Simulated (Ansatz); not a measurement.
# Ga5N: a changed input and its effect

System: Ga5N (6 atoms in the cell).
Method of the first run: DFT PBE, scalar-relativistic, plane waves, PAW, no spin polarisation (Ansatz 0.2.0).

The structure was made by a generator, so it may or may not be a known phase. Text and figures count atoms from 1; the logs count them from 0 in places.

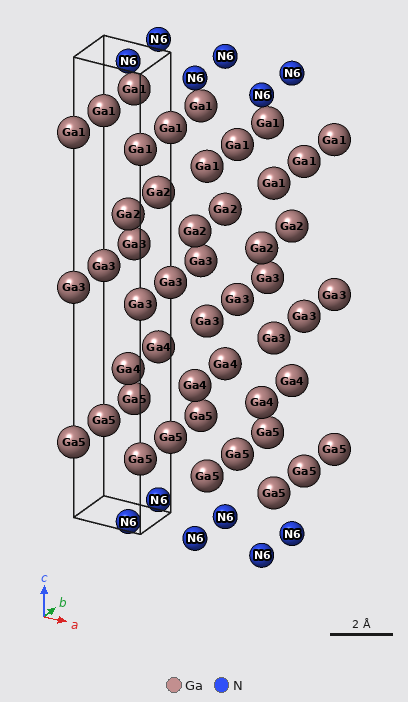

**Figure 1.** The structure as given in the input (ball-and-stick view of the cell of the calculation, repeated 3 × 2 × 1, seen slightly off an axis; atoms are numbered from 1 in the order of the input). An atom can appear more than once, as a periodic image.

## Input file, the first run
```yaml
crystal:
  lattice:
    - [3.21693616, 0.0, 0.0]
    - [-1.60846808, 2.78594843, 0.0]
    - [0.0, 0.0, 15.32868489]
  atoms:
    - { symbol: Ga, position: [0.0, 0.0, 0.83633697] }
    - { symbol: Ga, position: [0.66666667, 0.33333333, 0.66780382] }
    - { symbol: Ga, position: [0.0, 0.0, 0.5] }
    - { symbol: Ga, position: [0.66666667, 0.33333333, 0.33219618] }
    - { symbol: Ga, position: [0.0, 0.0, 0.16366303] }
    - { symbol: "N", position: [0.66666667, 0.33333333, 0.0] }
basis:
  ecutwfc: 420
kpoints:
  mp_grid: { grid: [6, 6, 1] }
hamiltonian:
  xc: pbe
scf:
  occupations: { method: gaussian, width: 0.1 }
  lower_state_search: "off"
output:
  forces: true
  stress: true
  eigenvalues: true
```

Command:
```bash
ansatz run input.yaml --threads 1 --pin off --max-ram 2560MiB --backend cpu --events-out ev --progress --plain --runs-dir out
```

Hardware: 1 thread of Intel Xeon @ 2.50GHz (Skylake/Cascade Lake), 189 GiB of memory available, shared host.

## Output, shortened to warnings, some set-up lines, iterations and results (the first run)
```
Basis set: ecut = 420 eV, 2751 PW (Γ), exchange–correlation on 48×48×216 points (8 copies of the dense FFT grid, shifted against one another)
Symmetry: 12 space group operations
k-points: 7 of 36 (time reversal used)
Initial density: superposition of atomic densities (neutral atoms: chi_scale 0, normalization atom), corrected by the library's trained network
[...]
SCF iter   1: F=—  HF=-19293.160821 eV  |F-HF|=—  |Δ(HF+E_count)|=         —  Δρ=1.43e-2  dr2=2.10e0  ethr=1.77e-3  ⟨swp⟩=5.7  Hψ=1024  notcnv=0  defer=1
SCF iter   2: F=—  HF=-19293.109299 eV  |F-HF|=—  |Δ(HF+E_count)|=   5.15e-2  Δρ=6.82e-3  dr2=7.31e-1  ethr=1.77e-3  ⟨swp⟩=1.0  Hψ=350  notcnv=0  defer=1
SCF iter   3: F=—  HF=-19293.092032 eV  |F-HF|=—  |Δ(HF+E_count)|=   1.73e-2  Δρ=4.12e-3  dr2=3.78e-2  ethr=1.04e-3  ⟨swp⟩=1.1  Hψ=287  notcnv=0  defer=1
SCF iter   4: F=—  HF=-19293.088624 eV  |F-HF|=—  |Δ(HF+E_count)|=   3.41e-3  Δρ=1.20e-3  dr2=8.51e-3  ethr=5.39e-5  ⟨swp⟩=2.0  Hψ=467  notcnv=0  defer=1
SCF iter   5: F=—  HF=-19293.087916 eV  |F-HF|=—  |Δ(HF+E_count)|=   7.08e-4  Δρ=1.40e-3  dr2=2.57e-2  ethr=1.22e-5  ⟨swp⟩=2.0  Hψ=344  notcnv=0  defer=1  recentre
SCF iter   6: F=—  HF=-19293.087330 eV  |F-HF|=—  |Δ(HF+E_count)|=   5.86e-4  Δρ=2.97e-4  dr2=1.24e-3  ethr=1.22e-5  ⟨swp⟩=1.0  Hψ=296  notcnv=0  defer=2
SCF iter   7: F=—  HF=-19293.087282 eV  |F-HF|=—  |Δ(HF+E_count)|=   4.75e-5  Δρ=2.06e-4  dr2=1.89e-4  ethr=1.77e-6  ⟨swp⟩=1.1  Hψ=295  notcnv=0  defer=2
SCF iter   8: F=—  HF=-19293.087288 eV  |F-HF|=—  |Δ(HF+E_count)|=   5.93e-6  Δρ=3.01e-5  dr2=3.61e-6  ethr=2.69e-7  ⟨swp⟩=1.0  Hψ=286  notcnv=0  defer=2
SCF iter   9: F=—  HF=-19293.087295 eV  |F-HF|=—  |Δ(HF+E_count)|=   7.13e-6  Δρ=2.62e-5  dr2=3.68e-6  ethr=5.16e-9  ⟨swp⟩=2.0  Hψ=528  notcnv=0  defer=2
SCF iter  10: F=-19293.087295 eV  HF=-19293.087295 eV  |F-HF|=3.33e-8  |Δ(HF+E_count)|=   3.68e-7  Δρ=4.91e-6  dr2=8.12e-8  ethr=1.43e-10  ⟨swp⟩=5.4  Hψ=1291  notcnv=0
SCF 1 converged in 10 iterations: F = -19293.087295 eV  dr2 = 8.12e-8
SCF converged after 10 iterations
Free energy (F): -19293.087295 eV
Harris-Foulkes:  -19293.087295 eV  (|F-HF|=3.33e-8)
Internal energy: -19293.055853 eV  (E = F + TS)
E sigma→0 (E₀):  -19293.071574 eV
Entropy (-TS):   -0.031442 eV (-5.240 meV/atom)
Fermi energy:    5.688423 eV
--- Per-component energies (eV) ---
  E_band       = -413.835254
  E_kinetic    = 677.219778
  E_local      = -10999.888458  (includes V_loc(G=0)·N_el)
  E_nonlocal   = 2156.143843
  E_hartree    = 5072.555654
  E_xc         = -396.250161
  E_vxc        = -351.835743  (∫ρ·V_xc dr)
  E_paw        = -10050.068361  (= ΣΔE_a)
  E_vpaw       = -2040.578454  (= ΣTr[D̂ρ^β])
  E_aug_tail   = -0.000564  (compensation charges beyond the density's cutoff)
  E_ewald      = -5752.767585
  E_smearing   = -0.031442  (= −TS)
  E_closure    = -0.000000  (closes the sum)
  Σ components = -19293.087295   (vs F -19293.087295, Δ=0.00e0)
--- Forces (eV/Å), atoms counted from 1 ---
  atom   1  Ga    -0.00000000     0.00000000     0.90161430
  atom   2  Ga     0.00000000     0.00000000    -0.07639542
  atom   3  Ga    -0.00000000    -0.00000000     0.00000000
  atom   4  Ga     0.00000000     0.00000000     0.07639542
  atom   5  Ga     0.00000000     0.00000000    -0.90161430
  atom   6  N      0.00000000    -0.00000000     0.00000000
  max |Σ_I F_I| component: 1.16e-17 eV/Å
--- Stress (GPa, compression-positive) ---
       -6.149444       0.000000       0.000000
        0.000000      -6.149444      -0.000000
        0.000000      -0.000000     -12.521508
  P = ⅓ Tr σ = -8.2735 GPa (-82.735 kbar)
```

The input of the second run differs as follows (lines with − go, lines with + come):
```diff
-    - { symbol: "N", position: [0.66666667, 0.33333333, 0.0] }
+    - { symbol: "N", position: [0.66666667, 0.33333333, 0.0], spin: 1.0 }
+  populations: true
+magnetization:
+  spin_polarized: true
```

How does the second run compare with the first run?

With the same functional and potentials, the second run lies 88.8 meV per atom lower. The pressure goes from −8.27 to −6.48 GPa. The largest force goes from 0.902 to 0.324 eV/Å. With spin allowed, the absolute moment of the cell comes to 2.51 μB. Exchange favours parallel spins in the open shell, so the polarised state lies below the unpolarised one. The SCF takes 16 iterations against 10. On the same kind of shared host the second run took about 2.6 times as long.

## Output, shortened to warnings, some set-up lines, iterations and results (the second run)
```
Basis set: ecut = 420 eV, 2751 PW (Γ), exchange–correlation on 48×48×216 points (8 copies of the dense FFT grid, shifted against one another)
Symmetry: 12 space group operations
k-points: 7 of 36 (time reversal used)
[...]
SCF iter   1: F=—  HF=-19293.768591 eV  |F-HF|=—  |Δ(HF+E_count)|=         —  Δρ=2.61e-2 (↑2.61e-2 ↓2.56e-2)  dr2=8.45e0  dr2_m=5.08e-3  M=0.892 μB ∫|m|=1.147 μB  β_m=1.00  …
SCF iter   2: F=—  HF=-19293.362903 eV  |F-HF|=—  |Δ(HF+E_count)|=   4.06e-1  Δρ=2.25e-2 (↑2.25e-2 ↓1.10e-2)  dr2=2.74e0  dr2_m=2.26e-1  M=1.539 μB ∫|m|=1.634 μB  β_m=1.00  …
SCF iter   3: F=—  HF=-19293.418695 eV  |F-HF|=—  |Δ(HF+E_count)|=   5.58e-2  Δρ=1.42e-2 (↑1.42e-2 ↓1.30e-2)  dr2=2.99e-1  dr2_m=1.70e-1  M=2.065 μB ∫|m|=2.170 μB  β_m=1.00  …
SCF iter   4: F=—  HF=-19293.513625 eV  |F-HF|=—  |Δ(HF+E_count)|=   9.49e-2  Δρ=8.32e-3 (↑3.17e-3 ↓8.32e-3)  dr2=1.85e-1  dr2_m=3.96e-2  M=2.192 μB ∫|m|=2.410 μB  β_m=1.00  …
SCF iter   5: F=—  HF=-19293.564645 eV  |F-HF|=—  |Δ(HF+E_count)|=   5.10e-2  Δρ=4.56e-3 (↑1.83e-3 ↓4.56e-3)  dr2=2.33e-1  dr2_m=7.09e-3  M=2.254 μB ∫|m|=2.522 μB  β_m=0.30  …
[... 7 lines ...]
SCF iter  13: F=—  HF=-19293.620294 eV  |F-HF|=—  |Δ(HF+E_count)|=   1.57e-6  Δρ=6.49e-6 (↑3.78e-6 ↓6.49e-6)  dr2=1.42e-7  dr2_m=1.42e-8  M=2.240 μB ∫|m|=2.520 μB  β_m=0.96  …
SCF iter  14: F=—  HF=-19293.620294 eV  |F-HF|=—  |Δ(HF+E_count)|=   1.73e-7  Δρ=3.76e-6 (↑3.35e-6 ↓3.76e-6)  dr2=5.51e-8  dr2_m=2.29e-9  M=2.240 μB ∫|m|=2.519 μB  β_m=0.75  …
SCF iter  15: F=-19293.620294 eV  HF=-19293.620294 eV  |F-HF|=1.36e-8  |Δ(HF+E_count)|=   4.55e-8  Δρ=2.20e-6 (↑1.19e-6 ↓2.20e-6)  dr2=2.48e-8  dr2_m=1.77e-9  M=2.240 μB …
SCF iter  16: F=-19293.620294 eV  HF=-19293.620294 eV  |F-HF|=2.40e-10  |Δ(HF+E_count)|=   5.16e-9  Δρ=4.67e-7 (↑4.67e-7 ↓4.03e-7)  dr2=1.52e-9  dr2_m=4.76e-11  M=2.240 μB …
SCF 1 converged in 16 iterations: F = -19293.620294 eV  dr2 = 1.52e-9
SCF converged after 16 iterations
an eigenvalue changed by more than its tolerance at an iteration that met the thresholds in force, so the SCF went on 1 time: the last check found none over its tolerance
Magnetization: 2.2396 μB (36.1198 up, 33.8802 down)
Absolute magnetization: 2.5127 μB (∫|ρ↑−ρ↓|, with the PAW one-centre terms)
Spin contamination: 0.2024 ħ² per cell (⟨S²⟩ above its minimum at these occupations)
Per-site moments (μB) at R_I (Å): [(-0.023066924221701226, 1.2875902457599935), (0.014489498634855522, 1.3087262734526892), (0.03874327703012432, 1.308726273452689), (0.014489498634856102, 1.308726273452689), (-0.023066924221701472, 1.287590245759993), (2.158052092517326, 1.287590245759993)]
Free energy (F): -19293.620294 eV
Harris-Foulkes:  -19293.620294 eV  (|F-HF|=2.40e-10)
Internal energy: -19293.605804 eV  (E = F + TS)
E sigma→0 (E₀):  -19293.613049 eV
Entropy (-TS):   -0.014490 eV (-2.415 meV/atom)
Fermi energy:    5.907637 eV
--- Per-component energies (eV) ---
  E_band       = -409.242577
  E_kinetic    = 681.204247
  E_local      = -11008.589980  (includes V_loc(G=0)·N_el)
  E_nonlocal   = 2156.887680
  E_hartree    = 5078.603619
  E_xc         = -397.770757
  E_vxc        = -353.851769  (∫ρ·V_xc dr)
  E_paw        = -10051.172470  (= ΣΔE_a)
  E_vpaw       = -2042.099571  (= ΣTr[D̂ρ^β])
  E_aug_tail   = -0.000559  (compensation charges beyond the density's cutoff)
  E_ewald      = -5752.767585
  E_smearing   = -0.014490  (= −TS)
  E_closure    = -0.000000  (closes the sum)
  Σ components = -19293.620294   (vs F -19293.620294, Δ=0.00e0)
--- Forces (eV/Å), atoms counted from 1 ---
  atom   1  Ga    -0.00000000    -0.00000000     0.32434192
  atom   2  Ga    -0.00000000     0.00000000     0.03737740
  atom   3  Ga     0.00000000     0.00000000     0.00000000
  atom   4  Ga     0.00000000     0.00000000    -0.03737740
  atom   5  Ga     0.00000000    -0.00000000    -0.32434192
  atom   6  N     -0.00000000     0.00000000    -0.00000000
  max |Σ_I F_I| component: 5.61e-17 eV/Å
--- Stress (GPa, compression-positive) ---
       -4.719222      -0.000000       0.000000
        0.000000      -4.719222      -0.000000
        0.000000      -0.000000     -10.015012
  P = ⅓ Tr σ = -6.4845 GPa (-64.845 kbar)
--- Löwdin populations: 6 sites ---
  site symbol       q [e]    m [muB]
     0     Ga     12.8686    -0.0799
     1     Ga     12.9810     0.0212
     2     Ga     13.0006     0.0542
     3     Ga     12.9810     0.0212
     4     Ga     12.8686    -0.0799
     5      N      5.1968     2.2996
  spilling = 0.001477 (of n_electrons = 70.000000)
```

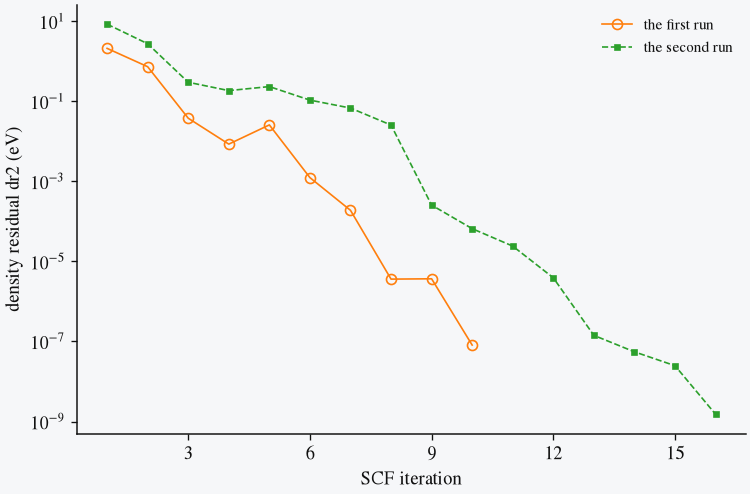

**Figure 2.** Convergence of the two runs: density residual dr2 against the SCF iteration. The first run takes 10 iterations in all, and the second run takes 16.

## The two runs side by side

```csv
quantity,the first run,the second run
outcome,converged,converged
free energy per atom (eV),−3215.5145,−3215.6034
"energy per atom, smearing taken to zero (eV)",−3215.5119,−3215.6022
gap on the mesh (eV),0.00,0.00
pressure (GPa),−8.27,−6.48
largest force (eV/Å),0.902,0.324
SCF iterations,10,16
irreducible k-points,7,7
plane waves at Γ,2751,2751
net moment of the cell (μB),–,2.24
absolute moment of the cell (μB),–,2.51
wall time (shared host),9.3 s,24 s
```
